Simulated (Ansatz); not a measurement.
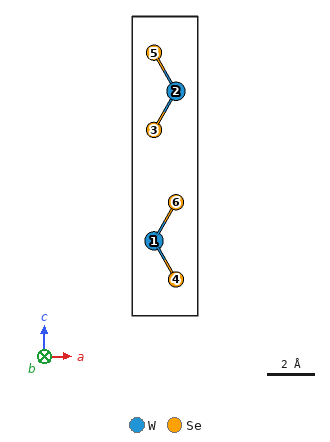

The input geometry (ball-and-stick view of the cell of the calculation, along the b axis; atoms are numbered from 1 in the order of the input). An atom can appear more than once, as a periodic image.

**Geometry relaxation, with input and output: WSe2 (part 1 of 2)**

System: WSe2 (P6₃/mmc, 6 atoms in the cell).
Method: DFT PBE+D3(BJ), scalar-relativistic, plane waves, PAW, no spin polarisation (Ansatz 0.2.0).

The structure derives from an entry of the Crystallography Open Database. Figures and captions count atoms from 1; the log counts them from 0 in places.

What the program printed:
```
Engine: ansatz 0.2.0, x86_64-unknown-linux-gnu
Pseudopotentials: kind: paw
Pseudopotential: W, paw, valence charge 14, recommended cutoff 420 eV (normal), W.paw.azcp
Pseudopotential: Se, paw, valence charge 16, recommended cutoff 420 eV (normal), Se.paw.azcp
Functional definition: PBE
  parameter kappa = 0.804
  parameter beta = 0.06672455060314922
  exchange = pbe_x(kappa = kappa, mu = beta*pi^2/3)
  correlation = pbe_c(beta = beta)
Crystal: 6 atoms, lattice volume = 121.580 Å³
Basis set: ecut = 420 eV, 2419 PW (Γ), exchange–correlation on 48×48×180 points (8 copies of the dense FFT grid, shifted against one another)
Bands: 56, of which v1, the nominal top of the filled ones, is band 46 counted from 1 (45 counted from 0)
Symmetry: 24 space group operations
Space group: P63/mmc (ITA 194), of the structure as read, at distance tolerance 5.0e-5 Å
k-points: 38 of 288
Non-local potential: W, projectors of the file, l = 0: 3, l = 1: 2, l = 2: 2, l = 3: 1
Non-local potential: Se, projectors of the file, l = 0: 2, l = 1: 2, l = 2: 3, l = 3: 1
PAW form: soft (Blöchl's): semilocal exchange-correlation on the pseudo side does not see the compensation charge
PAW one-centre angular grid: W, 590 points (default); XC on 64 Gauss nodes
PAW one-centre angular grid: Se, 590 points (default); XC on 64 Gauss nodes
Initial density: superposition of atomic densities (neutral atoms: chi_scale 0, normalization atom), corrected by the library's trained network
Initial wavefunctions: pseudopotential atomic-orbital guess
Functional: x = pbe(κ = 0.804, μ = 0.2195149727645171), c = pbe(β = 0.06672455060314922)
SCF iter   1: F=—  HF=-42651.987805 eV  |F-HF|=—  |Δ(HF+E_count)|=         —  Δρ=4.32e-3  dr2=5.50e-3  ethr=1.77e-3  ⟨swp⟩=6.4  Hψ=7738  notcnv=0  defer=2
preconditioner: auto → Resta (q_TF=auto, 2.604 Å⁻¹)  ε∞=6.0  [insulator: Δε(μ)=0.971 eV  Ē_g=8.994 eV  σ=0.020 eV  W_gap=1.00  n_scr=40 (ndim 8)  ℏωp=20.2 eV  f_vac=0.044  D(μ)=0.00/eV (n_scr^D=0)  ε∞_Penn≈6.0]
SCF iter   2: F=—  HF=-42651.996530 eV  |F-HF|=—  |Δ(HF+E_count)|=   8.72e-3  Δρ=2.51e-3  dr2=1.82e-3  ethr=5.97e-6  ⟨swp⟩=2.0  Hψ=3826  notcnv=0  defer=95
SCF iter   3: F=—  HF=-42652.000843 eV  |F-HF|=—  |Δ(HF+E_count)|=   4.31e-3  Δρ=4.49e-4  dr2=5.73e-4  ethr=1.97e-6  ⟨swp⟩=2.0  Hψ=3022  notcnv=0  defer=95
SCF iter   4: F=—  HF=-42652.000778 eV  |F-HF|=—  |Δ(HF+E_count)|=   6.53e-5  Δρ=8.68e-5  dr2=4.77e-6  ethr=6.23e-7  ⟨swp⟩=2.7  Hψ=3646  notcnv=0  defer=95
SCF iter   5: F=—  HF=-42652.000760 eV  |F-HF|=—  |Δ(HF+E_count)|=   1.82e-5  Δρ=3.44e-5  dr2=7.32e-7  ethr=5.19e-9  ⟨swp⟩=2.7  Hψ=3721  notcnv=0  defer=95
SCF iter   6: F=-42652.000762 eV  HF=-42652.000762 eV  |F-HF|=3.32e-8  |Δ(HF+E_count)|=   2.27e-6  Δρ=6.11e-6  dr2=6.15e-8  ethr=1.09e-10  ⟨swp⟩=11.4  Hψ=15059  notcnv=0
SCF 1 converged in 6 iterations: F = -42652.000762 eV  dr2 = 6.15e-8
  greatest PAW one-centre occupation: 1.000 electrons in one spin orbital (limit 2), on the Se atom at site 4 (counted from 0), in its partial waves of l = 2
relax step   1: F+E_penalty+E_count = -42652.00076202 eV  Δ(F+E_penalty+E_count) = +0.000e0 eV  max|allowed force component| = 1.738e-1 eV/Å  Δτ_max = 0.0000 Å  P = -0.087 GPa  Ω = 121.580 Å³  (6 SCF iters, dr2 threshold 1.00e-7 eV, accepted)
Crystal: 6 atoms, lattice volume = 114.088 Å³
Basis set: ecut = 420 eV, 2287 PW (Γ), exchange–correlation on 48×48×180 points (8 copies of the dense FFT grid, shifted against one another)
Initial density: handed on by an earlier stage of this run
Initial wavefunctions: those handed on with the density
iter 1 solved again at ethr=1.03e-4 eV; its pass at ethr=3.10e-3 eV (dr2=9.48e-2 eV) is discarded
SCF iter   1: F=—  HF=-42651.963224 eV  |F-HF|=—  |Δ(HF+E_count)|=         —  Δρ=6.64e-3  dr2=9.42e-2  ethr=1.03e-4  ⟨swp⟩=2.5  Hψ=9187  notcnv=0
preconditioner: auto → Resta (q_TF=auto, 2.632 Å⁻¹)  ε∞=6.3  [insulator: Δε(μ)=0.748 eV  Ē_g=9.066 eV  σ=0.020 eV  W_gap=1.00  n_scr=40 (ndim 8)  ℏωp=20.9 eV  f_vac=0.014  D(μ)=0.00/eV (n_scr^D=0)  ε∞_Penn≈6.3]
SCF iter   2: F=—  HF=-42651.948393 eV  |F-HF|=—  |Δ(HF+E_count)|=   1.48e-2  Δρ=3.79e-3  dr2=1.59e-2  ethr=1.02e-4  ⟨swp⟩=2.0  Hψ=2772  notcnv=0
SCF iter   3: F=—  HF=-42651.945517 eV  |F-HF|=—  |Δ(HF+E_count)|=   2.88e-3  Δρ=1.40e-3  dr2=5.27e-3  ethr=1.73e-5  ⟨swp⟩=2.3  Hψ=3310  notcnv=0
SCF iter   4: F=—  HF=-42651.945036 eV  |F-HF|=—  |Δ(HF+E_count)|=   4.80e-4  Δρ=5.15e-4  dr2=3.30e-4  ethr=5.73e-6  ⟨swp⟩=2.4  Hψ=3455  notcnv=0
SCF iter   5: F=—  HF=-42651.945099 eV  |F-HF|=—  |Δ(HF+E_count)|=   6.29e-5  Δρ=1.14e-4  dr2=2.46e-5  ethr=3.59e-7  ⟨swp⟩=2.2  Hψ=3745  notcnv=0
SCF iter   6: F=—  HF=-42651.945100 eV  |F-HF|=—  |Δ(HF+E_count)|=   4.78e-7  Δρ=6.46e-5  dr2=6.70e-6  ethr=2.67e-8  ⟨swp⟩=2.0  Hψ=3800  notcnv=0
SCF iter   7: F=-42651.945107 eV  HF=-42651.945107 eV  |F-HF|=3.00e-7  |Δ(HF+E_count)|=   7.18e-6  Δρ=1.24e-5  dr2=2.03e-7  ethr=6.52e-10  ⟨swp⟩=8.1  Hψ=14657  notcnv=0
SCF 2 converged in 7 iterations: F = -42651.945107 eV  dr2 = 2.03e-7
  greatest PAW one-centre occupation: 1.000 electrons in one spin orbital (limit 2), on the Se atom at site 5 (counted from 0), in its partial waves of l = 2
relax step   2: F+E_penalty+E_count = -42651.94510716 eV  Δ(F+E_penalty+E_count) = +5.565e-2 eV  max|allowed force component| = 4.515e-1 eV/Å  Δτ_max = 0.0993 Å  P = +0.938 GPa  Ω = 114.088 Å³  energy of the carried Pulay correction = +1.416e-3 eV  (7 SCF iters, dr2 threshold 6.00e-7 eV, rejected (line search))
Crystal: 6 atoms, lattice volume = 119.506 Å³
Basis set: ecut = 420 eV, 2347 PW (Γ), exchange–correlation on 48×48×180 points (8 copies of the dense FFT grid, shifted against one another)
iter 1 solved again at ethr=5.89e-5 eV; its pass at ethr=3.10e-3 eV (dr2=5.42e-2 eV) is discarded
SCF iter   1: F=—  HF=-42652.021534 eV  |F-HF|=—  |Δ(HF+E_count)|=         —  Δρ=4.71e-3  dr2=5.38e-2  ethr=5.89e-5  ⟨swp⟩=2.5  Hψ=9160  notcnv=0
preconditioner: auto → Resta (q_TF=auto, 2.612 Å⁻¹)  ε∞=6.1  [insulator: Δε(μ)=0.932 eV  Ē_g=9.005 eV  σ=0.020 eV  W_gap=1.00  n_scr=40 (ndim 8)  ℏωp=20.4 eV  f_vac=0.038  D(μ)=0.00/eV (n_scr^D=0)  ε∞_Penn≈6.1]
SCF iter   2: F=—  HF=-42652.013128 eV  |F-HF|=—  |Δ(HF+E_count)|=   8.41e-3  Δρ=2.66e-3  dr2=9.01e-3  ethr=5.85e-5  ⟨swp⟩=2.0  Hψ=2812  notcnv=0
SCF iter   3: F=—  HF=-42652.011676 eV  |F-HF|=—  |Δ(HF+E_count)|=   1.45e-3  Δρ=9.91e-4  dr2=2.91e-3  ethr=9.79e-6  ⟨swp⟩=2.1  Hψ=3122  notcnv=0
SCF iter   4: F=—  HF=-42652.011471 eV  |F-HF|=—  |Δ(HF+E_count)|=   2.05e-4  Δρ=3.78e-4  dr2=2.10e-4  ethr=3.16e-6  ⟨swp⟩=2.6  Hψ=3662  notcnv=0
SCF iter   5: F=—  HF=-42652.011539 eV  |F-HF|=—  |Δ(HF+E_count)|=   6.72e-5  Δρ=9.48e-5  dr2=1.85e-5  ethr=2.28e-7  ⟨swp⟩=2.0  Hψ=3696  notcnv=0
SCF iter   6: F=—  HF=-42652.011566 eV  |F-HF|=—  |Δ(HF+E_count)|=   2.73e-5  Δρ=5.16e-5  dr2=4.62e-6  ethr=2.02e-8  ⟨swp⟩=2.0  Hψ=3799  notcnv=0
SCF iter   7: F=—  HF=-42652.011573 eV  |F-HF|=—  |Δ(HF+E_count)|=   7.15e-6  Δρ=9.64e-6  dr2=1.33e-7  ethr=5.02e-9  ⟨swp⟩=2.0  Hψ=2812  notcnv=0
SCF iter   8: F=—  HF=-42652.011573 eV  |F-HF|=—  |Δ(HF+E_count)|=   2.72e-7  Δρ=2.70e-6  dr2=1.11e-8  ethr=1.44e-10  ⟨swp⟩=2.0  Hψ=3800  notcnv=0
SCF iter   9: F=—  HF=-42652.011573 eV  |F-HF|=—  |Δ(HF+E_count)|=   2.06e-8  Δρ=5.76e-7  dr2=4.72e-10  ethr=1.21e-11  ⟨swp⟩=2.1  Hψ=2809  notcnv=0
SCF iter  10: F=-42652.011573 eV  HF=-42652.011573 eV  |F-HF|=0.00e0  |Δ(HF+E_count)|=  6.62e-10  Δρ=1.22e-7  dr2=2.21e-11  ethr=1.00e-12  ⟨swp⟩=6.9  Hψ=9962  notcnv=0
SCF 3 converged in 10 iterations: F = -42652.011573 eV  dr2 = 2.21e-11
relax step   3: F+E_penalty+E_count = -42652.01157328 eV  Δ(F+E_penalty+E_count) = -1.081e-2 eV  max|allowed force component| = 8.898e-3 eV/Å  Δτ_max = 0.0306 Å  P = -0.176 GPa  Ω = 119.506 Å³  energy of the carried Pulay correction = +3.831e-4 eV  (10 SCF iters, accepted)
Crystal: 6 atoms, lattice volume = 119.108 Å³
iter 1 solved again at ethr=2.11e-7 eV; its pass at ethr=3.10e-3 eV (dr2=1.94e-4 eV) is discarded
SCF iter   1: F=—  HF=-42652.011916 eV  |F-HF|=—  |Δ(HF+E_count)|=         —  Δρ=3.42e-4  dr2=1.92e-4  ethr=2.11e-7  ⟨swp⟩=2.9  Hψ=9142  notcnv=0
preconditioner: auto → Resta (q_TF=auto, 2.613 Å⁻¹)  ε∞=6.1  [insulator: Δε(μ)=0.895 eV  Ē_g=9.007 eV  σ=0.020 eV  W_gap=1.00  n_scr=40 (ndim 8)  ℏωp=20.4 eV  f_vac=0.028  D(μ)=0.00/eV (n_scr^D=0)  ε∞_Penn≈6.1]
SCF iter   2: F=—  HF=-42652.011908 eV  |F-HF|=—  |Δ(HF+E_count)|=   7.64e-6  Δρ=1.91e-4  dr2=3.70e-5  ethr=2.09e-7  ⟨swp⟩=2.0  Hψ=2371  notcnv=0
SCF iter   3: F=—  HF=-42652.011904 eV  |F-HF|=—  |Δ(HF+E_count)|=   4.13e-6  Δρ=6.70e-5  dr2=1.15e-5  ethr=4.02e-8  ⟨swp⟩=2.2  Hψ=2983  notcnv=0
SCF iter   4: F=—  HF=-42652.011904 eV  |F-HF|=—  |Δ(HF+E_count)|=   2.77e-7  Δρ=2.60e-5  dr2=9.95e-7  ethr=1.25e-8  ⟨swp⟩=2.6  Hψ=3340  notcnv=0
SCF iter   5: F=-42652.011904 eV  HF=-42652.011904 eV  |F-HF|=2.17e-8  |Δ(HF+E_count)|=   4.74e-7  Δρ=6.46e-6  dr2=1.05e-7  ethr=2.13e-10  ⟨swp⟩=9.9  Hψ=16915  notcnv=0
SCF 4 converged in 5 iterations: F = -42652.011904 eV  dr2 = 1.05e-7
  Residual-converged pass: ⟨swp⟩=1.0  Hψ=2281  notcnv=0  max |occ|·‖R‖ = 7.0e-9 eV (tolerance 1.0e-8 eV)  dr2=1.05e-7  dr2_onsite=1.17e-7  max |Δocc| = 3.8e-230
relax step   4: F+E_penalty+E_count = -42652.01190415 eV  Δ(F+E_penalty+E_count) = -3.309e-4 eV  max|allowed force component| = 9.681e-3 eV/Å  Δτ_max = 0.0047 Å  P = -0.056 GPa  Ω = 119.108 Å³  energy of the carried Pulay correction = +4.574e-4 eV  (5 SCF iters, dr2 threshold 1.96e-7 eV, accepted)
Crystal: 6 atoms, lattice volume = 119.081 Å³
iter 1 solved again at ethr=4.20e-9 eV; its pass at ethr=3.10e-3 eV (dr2=3.87e-6 eV) is discarded
SCF iter   1: F=—  HF=-42652.011898 eV  |F-HF|=—  |Δ(HF+E_count)|=         —  Δρ=3.28e-5  dr2=3.84e-6  ethr=4.20e-9  ⟨swp⟩=2.3  Hψ=8165  notcnv=0
preconditioner: auto → Resta (q_TF=auto, 2.613 Å⁻¹)  ε∞=6.1  [insulator: Δε(μ)=0.895 eV  Ē_g=9.009 eV  σ=0.020 eV  W_gap=1.00  n_scr=40 (ndim 8)  ℏωp=20.4 eV  f_vac=0.028  D(μ)=0.00/eV (n_scr^D=0)  ε∞_Penn≈6.1]
SCF iter   2: F=—  HF=-42652.011920 eV  |F-HF|=—  |Δ(HF+E_count)|=   2.16e-5  Δρ=1.45e-5  dr2=3.12e-7  ethr=4.18e-9  ⟨swp⟩=2.0  Hψ=2386  notcnv=0
SCF iter   3: F=—  HF=-42652.011920 eV  |F-HF|=—  |Δ(HF+E_count)|=   8.60e-9  Δρ=8.26e-6  dr2=1.37e-7  ethr=3.40e-10  ⟨swp⟩=2.6  Hψ=3568  notcnv=0
SCF iter   4: F=-42652.011920 eV  HF=-42652.011920 eV  |F-HF|=9.39e-10  |Δ(HF+E_count)|=   3.17e-8  Δρ=2.04e-6  dr2=6.91e-9  ethr=2.18e-11  ⟨swp⟩=6.2  Hψ=13435  notcnv=0
SCF 5 converged in 4 iterations: F = -42652.011920 eV  dr2 = 6.91e-9
relax step   5: F+E_penalty+E_count = -42652.01192012 eV  Δ(F+E_penalty+E_count) = -1.597e-5 eV  max|allowed force component| = 1.718e-3 eV/Å  Δτ_max = 0.0002 Å  P = -0.008 GPa  Ω = 119.081 Å³  energy of the carried Pulay correction = +4.624e-4 eV  (4 SCF iters, dr2 threshold 2.00e-8 eV, accepted)
Initial wavefunctions: pseudopotential atomic-orbital guess (no wavefunctions were taken with the density)
iter 1 solved again at ethr=4.23e-8 eV; its pass at ethr=3.10e-3 eV (dr2=3.89e-5 eV) is discarded
SCF iter   1: F=—  HF=-42652.011433 eV  |F-HF|=—  |Δ(HF+E_count)|=         —  Δρ=3.56e-5  dr2=2.25e-7  ethr=4.23e-8  ⟨swp⟩=3.8  Hψ=13409  notcnv=0
preconditioner: auto → Resta (q_TF=auto, 2.613 Å⁻¹)  ε∞=6.1  [insulator: Δε(μ)=0.895 eV  Ē_g=9.009 eV  σ=0.020 eV  W_gap=1.00  n_scr=40 (ndim 8)  ℏωp=20.4 eV  f_vac=0.029  D(μ)=0.00/eV (n_scr^D=0)  ε∞_Penn≈6.1]
SCF iter   2: F=—  HF=-42652.011458 eV  |F-HF|=—  |Δ(HF+E_count)|=   2.46e-5  Δρ=1.88e-5  dr2=7.35e-8  ethr=2.44e-10  ⟨swp⟩=2.0  Hψ=3863  notcnv=0
SCF iter   3: F=—  HF=-42652.011458 eV  |F-HF|=—  |Δ(HF+E_count)|=   3.37e-8  Δρ=5.39e-6  dr2=1.13e-8  ethr=7.99e-11  ⟨swp⟩=2.0  Hψ=3850  notcnv=0
SCF iter   4: F=—  HF=-42652.011458 eV  |F-HF|=—  |Δ(HF+E_count)|=   2.31e-9  Δρ=1.18e-6  dr2=1.36e-9  ethr=1.23e-11  ⟨swp⟩=2.8  Hψ=3631  notcnv=0
SCF iter   5: F=—  HF=-42652.011458 eV  |F-HF|=—  |Δ(HF+E_count)|=  4.95e-10  Δρ=3.69e-7  dr2=1.88e-10  ethr=1.48e-12  ⟨swp⟩=2.0  Hψ=2610  notcnv=0
SCF iter   6: F=-42652.011458 eV  HF=-42652.011458 eV  |F-HF|=2.91e-11  |Δ(HF+E_count)|=  2.47e-10  Δρ=9.48e-8  dr2=1.58e-11  ethr=1.00e-12  ⟨swp⟩=6.1  Hψ=9467  notcnv=0
SCF 6 converged in 6 iterations: F = -42652.011458 eV  dr2 = 1.58e-11
relax step   6: F+E_penalty+E_count = -42652.01145766 eV  Δ(F+E_penalty+E_count) = +4.625e-4 eV  max|allowed force component| = 1.640e-3 eV/Å  Δτ_max = 0.0000 Å  P = -0.008 GPa  Ω = 119.081 Å³  stress off target by 1.36e-2 GPa  SCF on the basis re-selected at this cell (its energy is not comparable with the rows above)  (6 SCF iters)
```

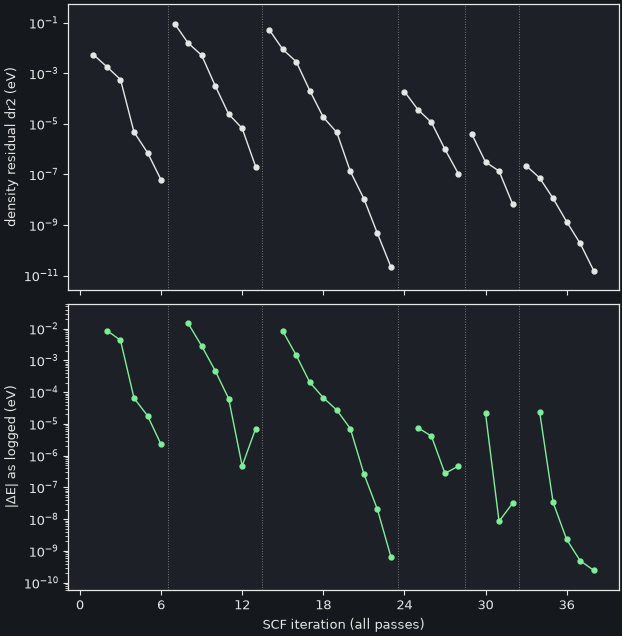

Convergence of the self-consistent field: density residual dr2 and size of the energy change against the SCF iteration. The dotted lines part the SCF passes of the relaxation: geometry steps, rejected trials and re-solves on a re-selected basis. The 6 passes take 4 to 10 iterations each, 38 in all.

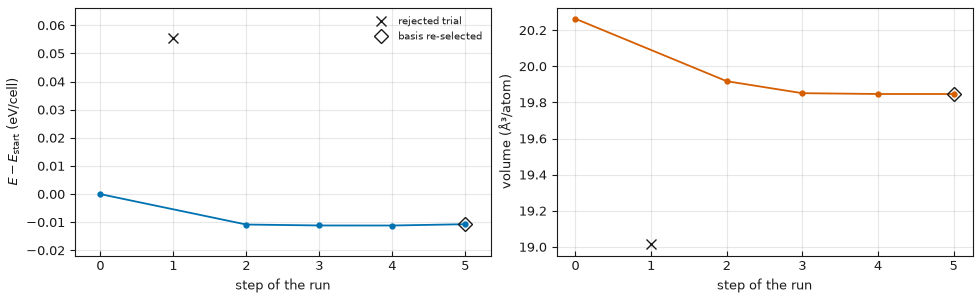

Progress of the relaxation, step by step (the first geometry is step 0 here and step 1 in the log).

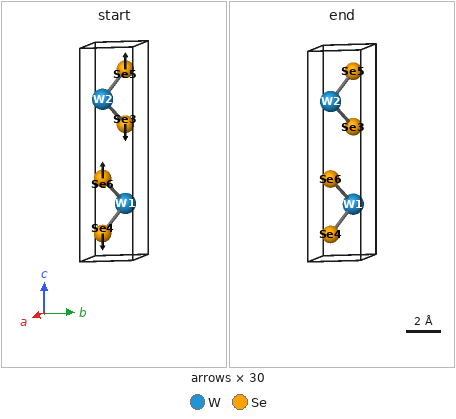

Before (left) and after (right) the relaxation, at one scale (ball-and-stick view of the cell of the calculation, seen slightly off an axis). The black arrows give the displacements (without the part carried along by the change of the cell), magnified 30 times. Over 4 geometry steps the energy falls by 11.2 meV per cell of the calculation. The largest force component goes from 0.17 to 0.0016 eV/Å. Pressure: −0.09 GPa at the start and −0.01 GPa at the end. The line search rejected the trial step at point 1 (counted from 0) and went back. The largest moves relative to the cell, 0.035 Å, are those of Se3, Se4, Se5 and Se6. W stays in place. Cell: a = b 3.290 → 3.279 Å (−0.3 %), c 12.970 → 12.789 Å (−1.4 %). Volume −2.1 %. The space group stays P6_3/mmc (No. 194). A last SCF at the same geometry on a re-selected plane-wave basis shifts the energy by +0.5 meV per cell of the calculation. (Atoms are counted from 1 in the order of the input.)
